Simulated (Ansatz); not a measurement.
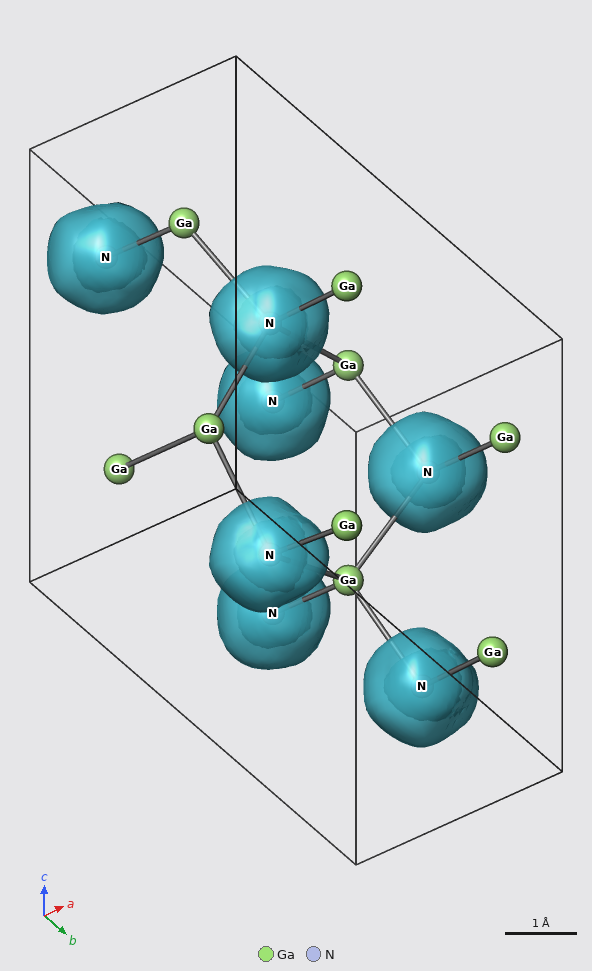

Figure. Ga9N7 (cell with a defect). Isosurface of the electron localisation function at 0.75 (cyan), seen at an oblique angle. Only the valence region is drawn (cores and ρ < 0.01 e/Å³ removed). Sticks mark near contacts.

These are results of Ansatz 0.2.0, DFT PBE, scalar-relativistic, plane waves, PAW, not measurements.

```
Ga N
1.0
     0.00000    0.00000   -5.24317
     6.43674    0.00000    0.00000
    -3.21837   -5.57438    0.00000
Ga N
9 7
Direct
  0.60486 0.16667 0.33333
  0.48795 0.66777 0.33555
  0.48795 0.16445 0.83223
  0.48795 0.66777 0.83223
  0.98118 0.79770 0.14885
  0.98118 0.35115 0.14885
  0.98536 0.83333 0.66667
  0.98118 0.35115 0.70230
  0.17038 0.16667 0.33333
  0.11901 0.67018 0.34036
  0.11901 0.15964 0.82982
  0.11901 0.67018 0.82982
  0.62049 0.81049 0.15524
  0.62049 0.34476 0.15524
  0.61350 0.83333 0.66667
  0.62049 0.34476 0.68951
```

Where are the electrons localised?

Answer. The surface consists of seven regions wrapped around N (the valence shell of each), counted in one cell of 16 atoms. Regions shared between cells count once.

Values along the shortest contacts:
Ga–N (1.89 Å): the ELF peaks at about 0.85 in the valence shell of N, 0.6 Å from its nucleus, and is about 0.50 at the midpoint. Ga–Ga (2.28 Å): the ELF reaches about 0.60 near the midpoint.
